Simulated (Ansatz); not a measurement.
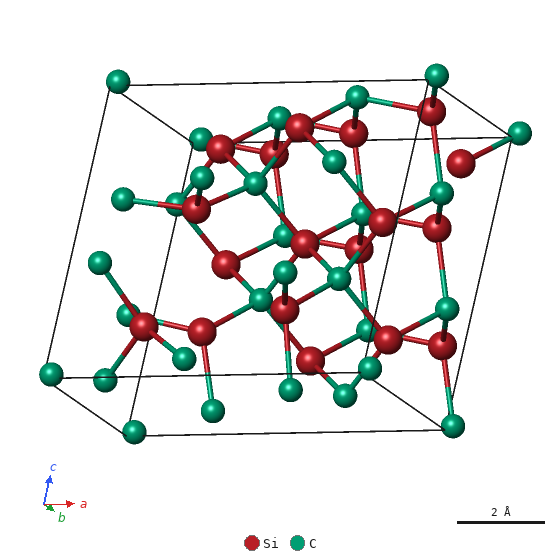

Shown here is a ball-and-stick view of the crystal, taken from a general direction. The supercell is drawn as a box. The host is SiC, in a cell of 36 sites, and the cell carries a charge of +2.

Question: Name the defect and give its surroundings.

Answer: A carbon vacancy. Around the empty site lie four Si at about 2.0 to 2.1 Å.

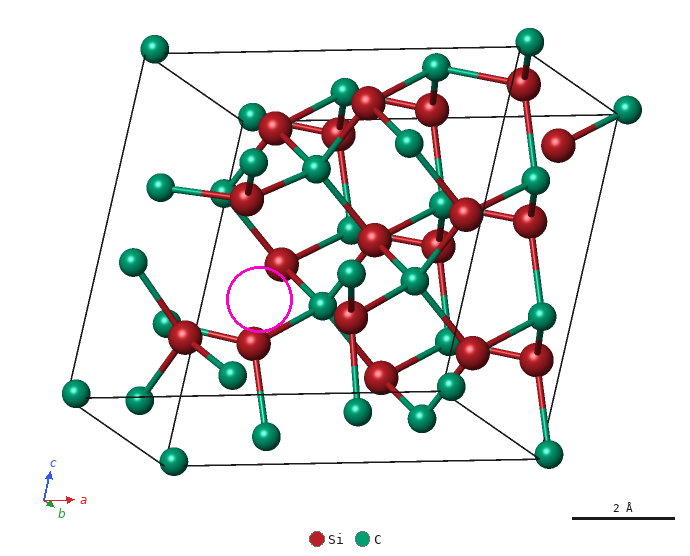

The same cell with a ring at the defect's site.

The atoms were relaxed in the host's cell with DFT PBE, scalar-relativistic, plane waves, PAW (Ansatz).
